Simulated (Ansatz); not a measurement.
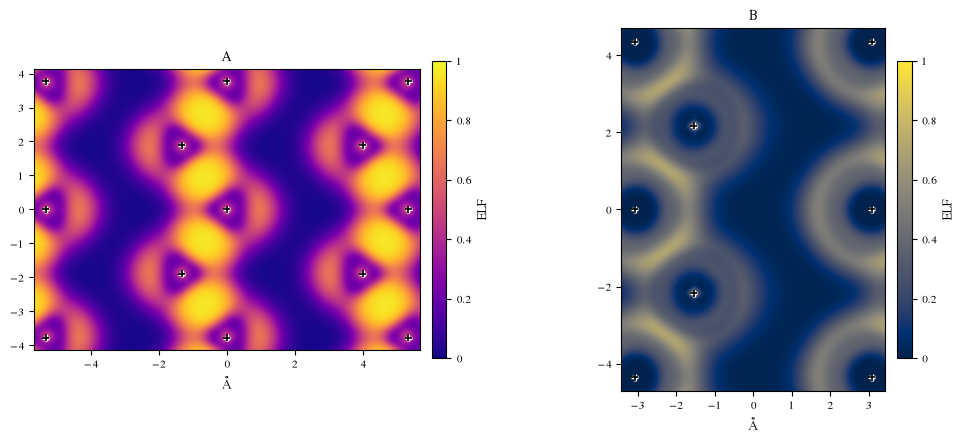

The electron localisation function of 2 systems, each on a plane through atoms (crosses mark nuclei in the plane).

Level of theory: Ansatz 0.2.0, Kohn-Sham DFT of a periodic cell, rPW86-PBE, Ansatz PAW.

System 1: GaSb, the (101) plane of the conventional cell. Space group F-43m; computed pressure about 4 GPa in this cell.

System 2: Si, the (011) plane of the conventional cell. Space group Fd-3m; a structure from a database of computed crystals, not necessarily the ambient phase; computed pressure about 10 GPa in this cell.

```
Si
1.0
     5.33258    0.00000    0.00000
     0.00000    5.33258    0.00000
     0.00000    0.00000    5.33258
Si
8
Direct
  0.00000 0.00000 0.00000
  0.50000 0.50000 0.00000
  0.50000 0.00000 0.50000
  0.00000 0.50000 0.50000
  0.25000 0.25000 0.25000
  0.75000 0.75000 0.25000
  0.75000 0.25000 0.75000
  0.25000 0.75000 0.75000
```

### Which map belongs to which system?

Panel A is system 2, Si: the plane holds Si. Si–Si (2.31 Å): the ELF peaks at about 0.95 between the atoms, as expected for localised, covalent bonding. Panel B is system 1, GaSb: the plane holds Sb and Ga. Ga–Sb (2.67 Å): the ELF peaks at about 0.70 between the atoms.
